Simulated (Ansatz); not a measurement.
Take the following structure.

```
Cu Al
1.0
     4.06067    4.06067    0.00000
    -4.06067    4.06067    0.00000
     0.00000    0.00000    5.70219
Cu Al
4 8
Direct
  0.00000 0.50000 0.00000
  0.00000 0.00000 0.50000
  0.50000 0.00000 0.00000
  0.50000 0.50000 0.50000
  0.25000 0.25000 0.25000
  0.25000 0.75000 0.25000
  0.25000 0.75000 0.75000
  0.25000 0.25000 0.75000
  0.75000 0.75000 0.25000
  0.75000 0.25000 0.25000
  0.75000 0.25000 0.75000
  0.75000 0.75000 0.75000
```

**Work out the structure from the coordinates.**

Its composition is Al₂Cu. Strictly the space group is I4/mmm (No. 139, within 0.01 Å). It is a distorted form of a face-centred cubic structure, space group Fm-3m (No. 225) within 0.25 Å: antifluorite. In the cell are 8 Al, 4 Cu, which makes 4 formula units. The Cu atoms are each bonded to eight Al in a cubic arrangement at 2.48 Å. The Al atoms are each bonded to four Cu in a tetrahedral arrangement at 2.48 Å. The bonds build a three-dimensional framework.

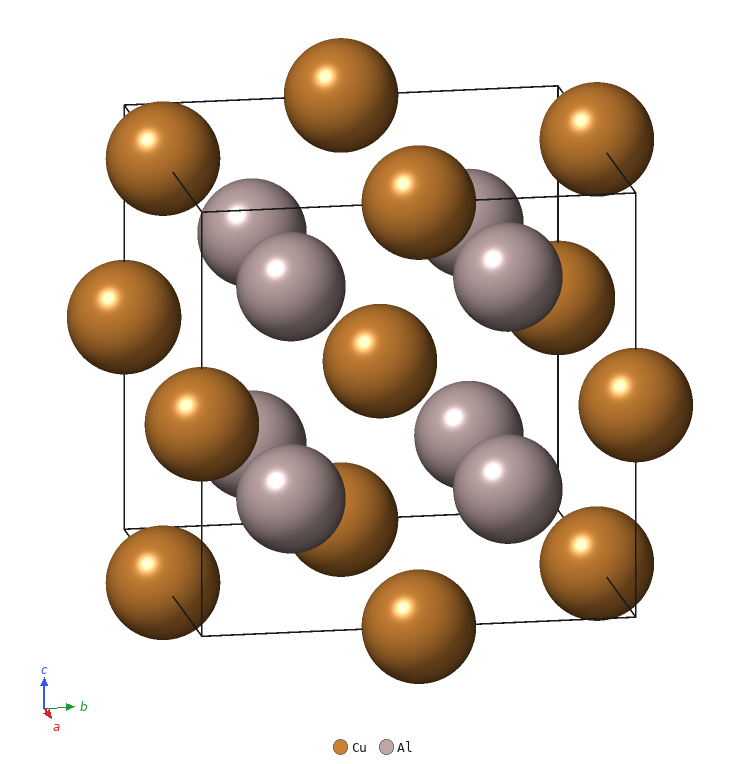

Crystal structure, spheres-only style, seen slightly off an axis. Thin lines show the drawn cell (a repeat of the simulation cell), with boundary atoms drawn in all their periodic places.

Provenance: a structure listed in the Materials Project. Earlier steps of the study may have refined or changed the cell and positions. A calculation with Ansatz used it as input.
